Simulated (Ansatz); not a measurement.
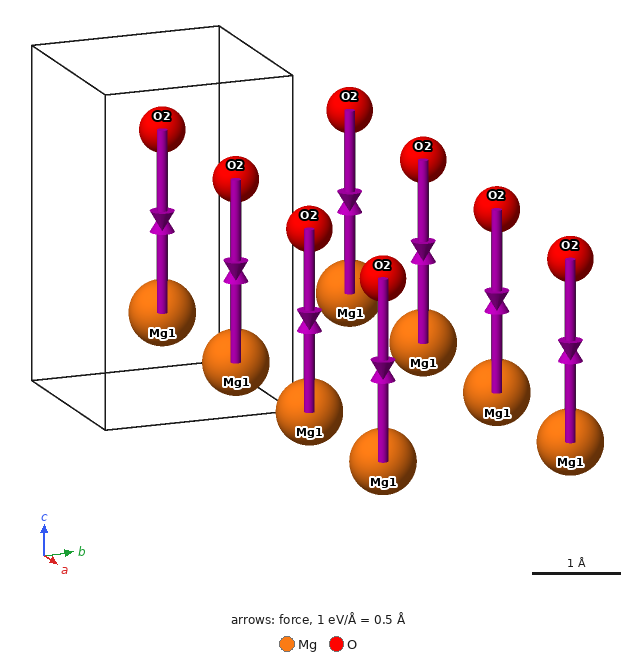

Starting geometry of a crystal of MgO (a generated structure, set up in P4mm) (coarse preliminary run) with the computed forces as purple arrows. A ball-and-stick model of the cell of the calculation, repeated 4 × 2 × 1 with one cell outlined, seen slightly off an axis.

These are results of DFT PBE, scalar-relativistic, plane waves, PAW (Ansatz), not measurements.

Input file:
```yaml
crystal:
  lattice:
    - [2.29809323, 0.0, 0.0]
    - [0.0, 2.29809323, 0.0]
    - [0.0, 0.0, 3.9678927]
  atoms:
    - { symbol: Mg, position: [0.5, 0.5, 0.24806685] }
    - { symbol: O, position: [0.5, 0.5, 0.79361551], spin: 1.0 }
basis:
  ecutwfc: 420
kpoints:
  mp_grid: { grid: [8, 8, 4] }
hamiltonian:
  xc: pbe
scf:
  occupations: { method: gaussian, width: 0.1 }
  lower_state_search: "off"
output:
  forces: true
  stress: true
  eigenvalues: true
  populations: true
magnetization:
  spin_polarized: true
relax:
  adjacent_minimum: "off"
  f_tol: 0.04
  max_steps: 70
  cell: { stress_tol: 0.4 }
```

Command:
```bash
ansatz run input.yaml --threads 1 --pin off --max-ram 2048MiB --backend cpu --events-out ev --progress --plain --runs-dir out
```

> Is this structure relaxed? If not, where do the atoms go?

It isn't relaxed: the largest force vector, on O atoms, is 2.41 eV/Å. The atoms end up moving mostly along the starting forces (cosine between the two patterns 1.00). Over 26 accepted moves (32 points after the start) the energy falls by 2152 meV per atom. Largest force component: 2.4 eV/Å at the start, under 0.0001 eV/Å at the end. Pressure: 46.50 GPa at the start and 0.15 GPa at the end. At 6 points the geometry stayed and the basis and grid were re-selected for the new cell (energy shift of 247 meV per atom at most each time). The largest moves relative to the cell, 0.082 Å, are those of Mg1 and O2. Mg1 goes along +c. By element the largest moves are Mg 0.082 Å, O 0.082 Å. The drawn cell changes as follows: a = b 2.298 → 4.657 Å (+102.6 %), c 3.968 → 3.603 Å (−9.2 %); the volume changes by +272.9 %. Among the contacts that change: Mg1–Mg1 2.298 → 4.657 Å, Mg1–O2 2.165 → 1.802 Å. The space group (tolerance 0.01 Å) goes from P4mm (No. 99) to P4/mmm (No. 123). The program noted that the starting moments weren't kept.
